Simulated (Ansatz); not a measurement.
# What a change does: single-point calculation on Pt

System: Pt (I4/mmm, 2 atoms in the cell).
Method of run 1: DFT, LDA, plane waves, PAW, spin-polarised (Ansatz 0.2.0).

The structure derives from a Materials Project entry. Text and figures count atoms from 1; the logs count them from 0 in places.

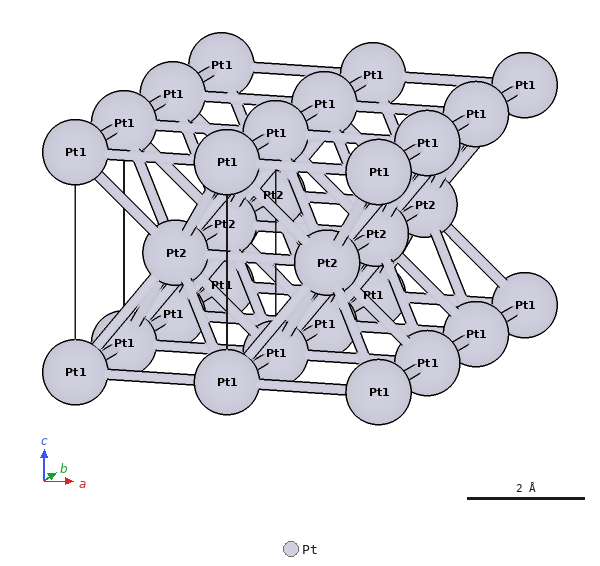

Fig. 1: The structure (ball-and-stick view of the reduced cell, repeated 2 × 3 × 1, seen slightly off an axis; atoms are numbered from 1 in the order of the input).

Input, run 1:
```yaml
crystal:
  lattice:
    - [3.8540230007, 0.0, 5.49986e-05]
    - [0.0, 3.8540230011, 0.0]
    - [-1.9269833735, 0.0, 1.9734956961]
  atoms:
    - { symbol: Pt, position: [0.0, 0.0, 0.0], spin: 1.0 }
    - { symbol: Pt, position: [0.5, 0.5, 0.0], spin: -2.0 }
basis:
  ecutwfc: 420
kpoints:
  mp_grid: { grid: [9, 9, 17] }
hamiltonian:
  xc: lda
scf:
  occupations: { method: gaussian, width: 0.1 }
output:
  forces: true
  eigenvalues: true
  stress: true
magnetization:
  spin_polarized: true
```

Command:
```bash
ansatz run input.yaml --threads 4 --pin off --max-ram 8192MiB --backend cpu --events-out ev --progress --plain --runs-dir out
```

Hardware: 4 threads of Intel Xeon @ 2.50GHz (Skylake/Cascade Lake), 192 GiB of memory available, shared host.

Output, shortened to warnings, some set-up lines, iterations and results (run 1):
```
Warning: 4 symmetry operations that the atoms keep within the bar at which the run's group was sought (crystal.symmetry.tolerance 1.0e-5, or twice it) were not taken beside the 4 unitary ones that the detection took (of a slab, those that keep its plane). If the more symmetric cell is meant, write the vectors of crystal.lattice to more decimals, or, with the positions in fractional coordinates, …
WARN: the starting moments were not kept: the SCF closed with an absolute magnetisation of 8.0e-7 μB, where they sum to 3 μB in size (2 sites). That is at most 0.1 of that sum. Measured as dr2_m measures the in/out step, that magnetisation stands 1.3e-13 eV from none, at or under the dr2_threshold of 1.0e-7 eV: it is no larger than a step whose dr2_m would equal this threshold. The system may …
Basis set: ecut = 420 eV, 577 PW (Γ)
Symmetry: 4 space group operations
k-points: 385 of 1377
Initial density: superposition of atomic densities (chi_scale 0.1, normalization cell)
[...]
SCF iter   1: F=—  HF=-24490.440823 eV  |F-HF|=—  |Δ(HF+E_count)|=         —  Δρ=7.20e-2 (↑7.20e-2 ↓6.12e-2)  dr2=1.84e0  dr2_m=7.34e-1  M=-0.393 μB ∫|m|=0.393 μB  β_m=0.30  …
SCF iter   2: F=—  HF=-24490.191306 eV  |F-HF|=—  |Δ(HF+E_count)|=   2.50e-1  Δρ=5.10e-2 (↑5.10e-2 ↓4.51e-2)  dr2=9.36e-1  dr2_m=3.82e-1  M=-0.296 μB ∫|m|=0.296 μB  β_m=0.65  …
SCF iter   3: F=—  HF=-24489.985122 eV  |F-HF|=—  |Δ(HF+E_count)|=   2.06e-1  Δρ=6.07e-3 (↑6.07e-3 ↓5.68e-3)  dr2=8.51e-3  dr2_m=4.42e-3  M=-0.024 μB ∫|m|=0.024 μB  β_m=0.82  …
SCF iter   4: F=—  HF=-24489.980956 eV  |F-HF|=—  |Δ(HF+E_count)|=   4.17e-3  Δρ=4.45e-4 (↑4.15e-4 ↓4.45e-4)  dr2=1.91e-4  dr2_m=2.98e-6  M=-0.002 μB ∫|m|=0.002 μB  β_m=0.88  …
SCF iter   5: F=—  HF=-24489.980835 eV  |F-HF|=—  |Δ(HF+E_count)|=   1.21e-4  Δρ=1.71e-4 (↑1.71e-4 ↓1.68e-4)  dr2=2.14e-5  dr2_m=2.76e-7  M=-0.000 μB ∫|m|=0.000 μB  β_m=0.94  …
SCF iter   6: F=—  HF=-24489.980854 eV  |F-HF|=—  |Δ(HF+E_count)|=   1.88e-5  Δρ=4.75e-5 (↑4.75e-5 ↓4.42e-5)  dr2=1.73e-6  dr2_m=1.14e-8  M=-0.000 μB ∫|m|=0.000 μB  β_m=0.97  …
SCF iter   7: F=—  HF=-24489.980854 eV  |F-HF|=—  |Δ(HF+E_count)|=   2.26e-7  Δρ=1.20e-5 (↑1.13e-5 ↓1.20e-5)  dr2=1.68e-7  dr2_m=1.01e-9  M=-0.000 μB ∫|m|=0.000 μB  β_m=0.99  …
SCF iter   8: F=—  HF=-24489.980854 eV  |F-HF|=—  |Δ(HF+E_count)|=   1.42e-8  Δρ=3.32e-6 (↑3.11e-6 ↓3.32e-6)  dr2=7.58e-9  dr2_m=3.47e-11  M=-0.000 μB ∫|m|=0.000 μB  β_m=0.99 …
SCF iter   9: F=-24489.980854 eV  HF=-24489.980854 eV  |F-HF|=3.08e-9  |Δ(HF+E_count)|=   5.67e-9  Δρ=1.42e-6 (↑1.42e-6 ↓1.40e-6)  dr2=3.41e-9  dr2_m=2.84e-13  M=0.000 μB …
SCF 1 converged in 9 iterations: F = -24489.980854 eV  dr2 = 3.41e-9
WARN: the starting moments were not kept: the SCF closed with an absolute magnetisation of 8.0e-7 μB, where they sum to 3 μB in size (2 sites). That is at most 0.1 of that sum. Measured as dr2_m measures the in/out step, that magnetisation stands 1.3e-13 eV from none, at or under the dr2_threshold …
SCF converged after 9 iterations
Magnetization: 0.0000 μB (18.0000 up, 18.0000 down)
Absolute magnetization: 0.0000 μB (∫|ρ↑−ρ↓|, with the PAW one-centre terms)
Spin contamination: 0.0000 ħ² per cell (⟨S²⟩ above its minimum at these occupations)
Per-site moments (μB) at R_I (Å): [(4.098000309653368e-7, 1.1241473920561753), (3.005027951167302e-7, 1.1241473920561753)]
Free energy (F): -24489.980854 eV
Harris-Foulkes:  -24489.980854 eV  (|F-HF|=3.08e-9)
Internal energy: -24489.963225 eV  (E = F + TS)
E sigma→0 (E₀):  -24489.972039 eV
Entropy (-TS):   -0.017629 eV (-8.815 meV/atom)
Fermi energy:    23.935028 eV
--- Per-component energies (eV) ---
  E_band       = -243.519796
  E_kinetic    = 1279.261477
  E_local      = -2860.934177  (includes V_loc(G=0)·N_el)
  E_nonlocal   = 413.737304
  E_hartree    = 1060.704086
  E_xc         = -522.053462
  E_vxc        = -607.142227  (∫ρ·V_xc dr)
  E_paw        = -18355.409186  (= ΣΔE_a)
  E_vpaw       = -589.851484  (= ΣTr[D̂ρ^β])
[...]
```

For run 2 the input was changed thus:
```diff
-    - { symbol: Pt, position: [0.0, 0.0, 0.0], spin: 1.0 }
-    - { symbol: Pt, position: [0.5, 0.5, 0.0], spin: -2.0 }
+    - { symbol: Pt, position: [0.0, 0.0, 0.0] }
+    - { symbol: Pt, position: [0.5, 0.5, 0.0] }
-magnetization:
-  spin_polarized: true
```

What does this change do to the results?

The energy is the same within 0.01 meV per atom. The SCF takes 6 iterations against 9. On the same kind of shared host run 2 took about 0.15 times as long. The two runs start from different initial densities, which also moves the count.

Output, shortened to warnings, some set-up lines, iterations and results (run 2):
```
Warning: 8 symmetry operations that the atoms keep within the bar at which the run's group was sought (crystal.symmetry.tolerance 1.0e-5, or twice it) were not taken beside the 8 unitary ones that the detection took (of a slab, those that keep its plane). If the more symmetric cell is meant, write the vectors of crystal.lattice to more decimals, or, with the positions in fractional coordinates, …
Basis set: ecut = 420 eV, 577 PW (Γ)
Symmetry: 8 space group operations
k-points: 385 of 1377
Initial density: superposition of atomic densities (neutral atoms: chi_scale 0, normalization atom), corrected by the library's trained network
[...]
SCF iter   1: F=—  HF=-24489.980946 eV  |F-HF|=—  |Δ(HF+E_count)|=         —  Δρ=6.74e-3  dr2=5.52e-3  ethr=1.77e-3  ⟨swp⟩=5.0  Hψ=33732  notcnv=0
SCF iter   2: F=—  HF=-24489.981192 eV  |F-HF|=—  |Δ(HF+E_count)|=   2.46e-4  Δρ=3.54e-3  dr2=1.35e-3  ethr=1.53e-5  ⟨swp⟩=2.0  Hψ=14321  notcnv=0
SCF iter   3: F=—  HF=-24489.980853 eV  |F-HF|=—  |Δ(HF+E_count)|=   3.39e-4  Δρ=2.45e-4  dr2=4.39e-6  ethr=3.76e-6  ⟨swp⟩=2.0  Hψ=11875  notcnv=0
SCF iter   4: F=—  HF=-24489.980854 eV  |F-HF|=—  |Δ(HF+E_count)|=   7.80e-7  Δρ=3.62e-5  dr2=1.23e-7  ethr=1.22e-8  ⟨swp⟩=2.2  Hψ=13991  notcnv=0
SCF iter   5: F=-24489.980854 eV  HF=-24489.980854 eV  |F-HF|=2.24e-9  |Δ(HF+E_count)|=   1.77e-8  Δρ=6.70e-6  dr2=8.28e-9  ethr=3.41e-10  ⟨swp⟩=1.9  Hψ=12407  notcnv=0
SCF iter   6: F=-24489.980854 eV  HF=-24489.980854 eV  |F-HF|=0.00e0  |Δ(HF+E_count)|=  3.35e-10  Δρ=1.43e-6  dr2=2.79e-10  ethr=2.30e-11  ⟨swp⟩=2.0  Hψ=26583  notcnv=0
SCF 1 converged in 6 iterations: F = -24489.980854 eV  dr2 = 2.79e-10
SCF converged after 6 iterations
Free energy (F): -24489.980854 eV
Harris-Foulkes:  -24489.980854 eV  (|F-HF|=0.00e0)
Internal energy: -24489.963225 eV  (E = F + TS)
E sigma→0 (E₀):  -24489.972039 eV
Entropy (-TS):   -0.017629 eV (-8.815 meV/atom)
Fermi energy:    23.935019 eV
--- Per-component energies (eV) ---
  E_band       = -243.520115
  E_kinetic    = 1279.261647
  E_local      = -2860.934943  (includes V_loc(G=0)·N_el)
  E_nonlocal   = 413.737527
  E_hartree    = 1060.704577
  E_xc         = -522.053462
  E_vxc        = -607.142226  (∫ρ·V_xc dr)
  E_paw        = -18355.409304  (= ΣΔE_a)
  E_vpaw       = -589.851466  (= ΣTr[D̂ρ^β])
  E_aug_tail   = 0.000334  (compensation charges beyond the density's cutoff)
  E_ewald      = -5506.197340
  E_core_change = 0.927739  (= ΣΔE_core)
  E_smearing   = -0.017629  (= −TS)
  E_closure    = -0.000000  (closes the sum)
  Σ components = -24489.980854   (vs F -24489.980854, Δ=0.00e0)
--- Forces (eV/Å), atoms counted from 1 ---
  atom   1  Pt     0.00000000    -0.00000000     0.00000000
  atom   2  Pt    -0.00000000    -0.00000000     0.00000000
  max |Σ_I F_I| component: 5.05e-29 eV/Å
--- Stress (GPa, compression-positive) ---
        3.498408      -0.000000       0.001946
       -0.000000       3.159515      -0.000000
        0.001946      -0.000000      -0.002663
  P = ⅓ Tr σ = 2.2184 GPa (22.184 kbar)
```

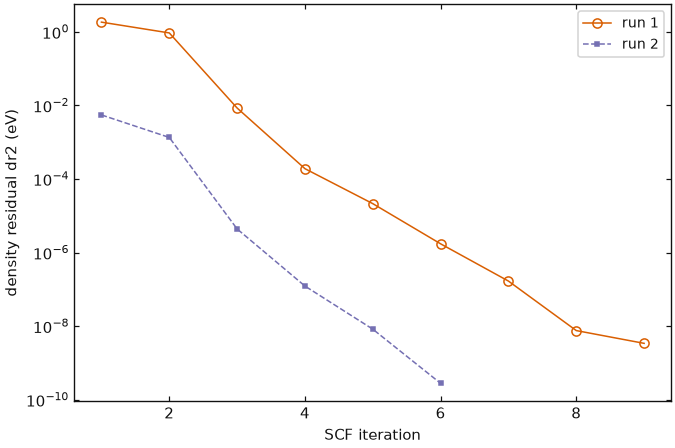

Fig. 2: Convergence of the two runs: density residual dr2 against the SCF iteration. Run 1 takes 9 iterations in all, and run 2 takes 6.

The two runs side by side:

```tsv
quantity	run 1	run 2
outcome	converged	converged
free energy per atom (eV)	−12244.9904	−12244.9904
energy per atom, smearing taken to zero (eV)	−12244.9860	−12244.9860
gap on the mesh (eV)	0.00	0.00
net moment of the cell (μB)	0.00	–
absolute moment of the cell (μB)	0.00	–
pressure (GPa)	2.22	2.22
largest force (eV/Å)	0.000	0.000
SCF iterations	9	6
irreducible k-points	385	385
plane waves at Γ	577	577
wall time (shared host)	37 s	5.8 s
```

For both runs: Spin–orbit coupling is left out, which matters for Pt. For run 1: Warnings: near-symmetries of the structure were not used; some starting moments were not kept. For run 2: Warnings: near-symmetries of the structure were not used.
